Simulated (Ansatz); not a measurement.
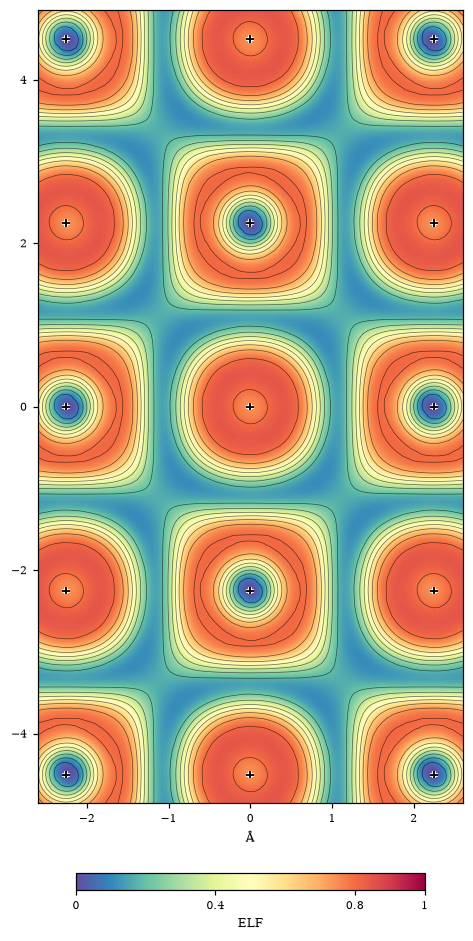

The ELF on a plane through atoms (crosses mark nuclei in the plane).

Theory: DFT PBEsol, scalar-relativistic, plane waves, PAW in Ansatz 0.2.0.

Candidates:
A. ScAl3, a = 4.07 Å, b = 4.07 Å, c = 4.07 Å, α = 90.00°, β = 90.00°, γ = 90.00°. Space group Pm-3m; a structure from a database of computed crystals, not necessarily the ambient phase.
B. HfN, a = 4.50 Å, b = 4.50 Å, c = 4.50 Å, α = 90.00°, β = 90.00°, γ = 90.00°. Space group Fm-3m; a structure from a database of computed crystals, not necessarily the ambient phase; computed without spin polarisation.

Q: Which candidate gave the map?

A: Candidate B: HfN on the (001) plane of the conventional cell, which holds Hf and N. Hf–N (2.25 Å): the ELF peaks at about 0.80 in the valence shell of N, 0.6 Å from its nucleus, and drops to about 0.15 between the two atoms (no localised pair shows between them). Hf–Hf (3.18 Å): the ELF is about 0.15 at the midpoint: no shared electron pair shows on this line.
